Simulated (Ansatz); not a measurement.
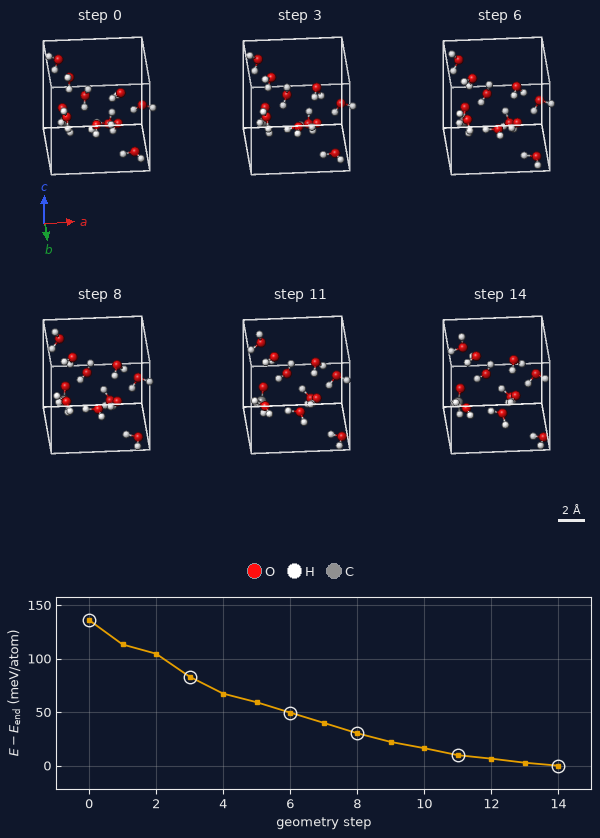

Frames of a relaxation of an amorphous cell of composition H₂₂CO₁₁, marked on the history of the run. The picture is a ball-and-stick view of the cell of the calculation, seen from a free direction.

The cell holds 10 H2O + 1 H2CO. The run prepares the start of a later molecular dynamics calculation, from a guessed geometry.

Method: Ansatz 0.2.0, DFT PBE-D3(BJ), scalar-relativistic, plane waves, PAW. Settings: plane-wave cutoff 420 eV; k-point mesh 1 × 1 × 1; occupations fermi dirac; smearing width 0.05 eV; no spin polarisation; atoms relaxed in a fixed cell; force threshold 0.3 eV/Å; at most 15 steps.

**What happens along the run?**

The relaxation stopped without meeting its thresholds, so the last structure isn't shown to be converged. It used up its limit of 15 steps. The largest move is that of an H atom, 1.41 Å along [1 2 −1]. By element the largest moves are H 1.41 Å, O 1.38 Å, C 0.53 Å. The lattice vectors keep their values. Near-neighbour distances that change, for instance: H–O 0.969 → 1.005 Å, C–H 1.104 → 1.134 Å, C–O 1.220 → 1.231 Å, H–O 0.969 → 0.975 Å. Bond angles that change, for instance: H–O–H 104.0° → 101.5°, H–O–H 104.0° → 106.1°. After 14 geometry steps the energy has fallen by 136 meV per atom. Largest force component: 1.4 eV/Å at the start, 0.78 eV/Å at the end. From step 0 to 3: an O atom moves most (0.53 Å), energy −52.9 meV per atom. From step 3 to 6: an H atom moves most (0.51 Å), energy −33.6 meV per atom. From step 6 to 8: an H atom moves most (0.37 Å), energy −19.3 meV per atom. From step 8 to 11: an H atom moves most (0.56 Å), energy −20.5 meV per atom. From step 11 to 14: an O atom moves most (0.52 Å), energy −9.8 meV per atom.

Limits of the set-up: the periodic images lie only 7.8 Å apart, so the values are limited by the cell's size.
